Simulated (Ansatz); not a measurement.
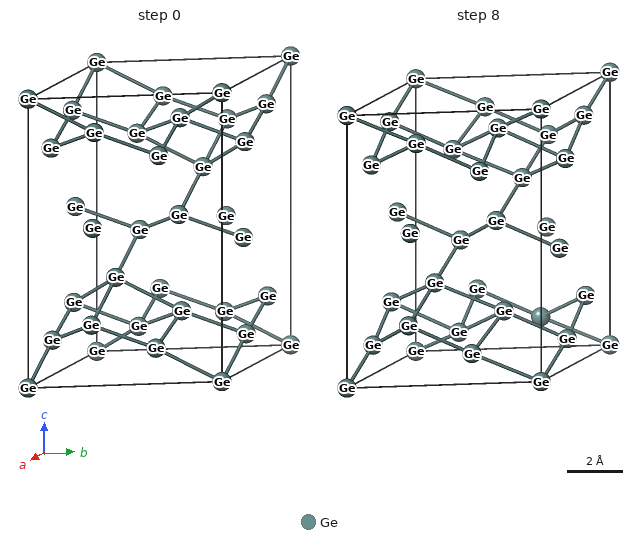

The structure of crystalline Ge (a generated structure, set up in R-3) before (left) and after (right) a relaxation, at one scale.

The picture is a ball-and-stick view of the conventional cell (3 times the calculation's cell), seen slightly off an axis. Lengths and directions refer to the drawn axes.

Method: DFT PBE, scalar-relativistic, plane waves, PAW in Ansatz 0.2.0. (plane-wave cutoff 420 eV; k-point mesh 6 × 6 × 6; occupations gaussian; smearing width 0.1 eV; no spin polarisation; cell and atoms relaxed; force threshold 0.01 eV/Å; at most 80 steps)

Q: Describe what moved and what it gained.

A: After 5 accepted moves (8 points after the start) the energy has fallen by 13.5 meV per atom. The largest force component goes from 0.14 to 0.0021 eV/Å. Pressure: 0.24 GPa at the start and 0.00 GPa at the end. The line search rejected the trial steps at points 3, 5 of the run. The SCF was repeated once at an unchanged geometry on a basis and grid sized afresh for the cell, which shifted the energy by 0.2 meV per atom at most. The largest moves relative to the cell, 0.17 Å, are those of Ge atoms. The drawn cell changes as follows: a = b 7.207 → 7.220 Å (+0.2 %), c 10.809 → 10.199 Å (−5.6 %); the volume changes by −5.3 %. Near-neighbour distances that change, for instance: Ge–Ge 2.577 → 2.734 Å, Ge–Ge 2.590 → 2.652 Å, Ge–Ge 2.788 → 2.801 Å. Bond angles that change, for instance: Ge–Ge–Ge 103.8° → 94.0°, Ge–Ge–Ge 99.3° → 105.0°, Ge–Ge–Ge 80.7° → 75.0°. The space group stays R-3 (No. 148). Cost: 100 s on 1 thread of Intel(R) Xeon(R) Platinum 8559C (Emerald Rapids), with other jobs on the host, peak memory 0.64 GiB.
